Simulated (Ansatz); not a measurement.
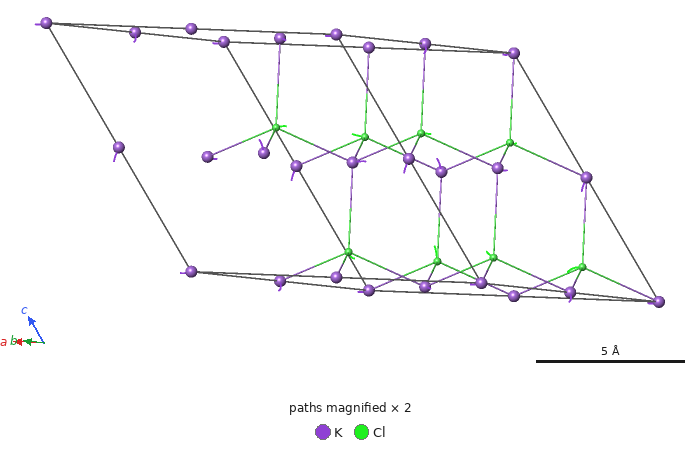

A Born-Oppenheimer molecular dynamics run of a 16-atom cell of KCl (built on the zincblende type), 60 fs long. Lines trace each atom's path, in the colour of its element; spheres stand at the starting positions. The excursions are magnified 2 times. Seen from a free direction in the reduced simulation cell.

Level of theory: DFT, r2SCAN, plane waves, PAW in Ansatz. Run with plane-wave cutoff 500 eV; k-point mesh 2 × 2 × 2; Fermi-Dirac smearing 0.039 eV; constant energy (NVE); velocities drawn for 450 K; time step 3 fs.

Input file:
```yaml
crystal:
  lattice:
    - [0.0, 7.0145657209, 7.0145657209]
    - [7.0145657209, 0.0, 7.0145657209]
    - [7.0145657209, 7.0145657209, 0.0]
  atoms:
    - { symbol: K, position: [0.0, 0.0, 0.0] }
    - { symbol: Cl, position: [0.125, 0.125, 0.125] }
    - { symbol: K, position: [0.0, 0.0, 0.5] }
    - { symbol: Cl, position: [0.125, 0.125, 0.625] }
    - { symbol: K, position: [0.0, 0.5, 0.0] }
    - { symbol: Cl, position: [0.125, 0.625, 0.125] }
    - { symbol: K, position: [0.0, 0.5, 0.5] }
    - { symbol: Cl, position: [0.125, 0.625, 0.625] }
    - { symbol: K, position: [0.5, 0.0, 0.0] }
    - { symbol: Cl, position: [0.625, 0.125, 0.125] }
    - { symbol: K, position: [0.5, 0.0, 0.5] }
    - { symbol: Cl, position: [0.625, 0.125, 0.625] }
    - { symbol: K, position: [0.5, 0.5, 0.0] }
    - { symbol: Cl, position: [0.625, 0.625, 0.125] }
    - { symbol: K, position: [0.5, 0.5, 0.5] }
    - { symbol: Cl, position: [0.625, 0.625, 0.625] }
kpoints:
  mp_grid: { grid: [2, 2, 2] }
hamiltonian:
  xc: r2scan
scf:
  occupations: { method: fermi_dirac, width: 0.039 }
md:
  ensemble: nve
  temperature: 450
  timestep: 3.0
  n_steps: 20
  initial_velocities: maxwell_boltzmann
  seed: 721
```

Launched with:
```bash
ansatz run input.yaml --threads 4 --pin off --max-ram 3686MiB --backend cpu --events-out ev --progress --plain --runs-dir out
```

What do the traces tell about the motion?

Root-mean-square distances from the starting positions over the second half, with the common drift of all atoms taken out: K 0.23 Å, Cl 0.18 Å. The run lasts only 60 fs, too short to tell vibration from diffusion. The mean temperature in the second half is 231 K (standard deviation 39 K). The potential energy is still drifting at the end, so the run hasn't reached equilibrium. The potential energy in the second half lies on average 26.5 meV per atom above the first frame. The total energy stays between 0 and 0.05 meV per atom of its start. A straight-line fit has a slope that amounts to +0.059 meV per atom over 60 fs (0.2 % of the mean kinetic energy), and the ripple about it is under 0.1 % of the kinetic energy's fluctuation. With a drift under 2 % and a ripple under 7 %, the integration is accurate.
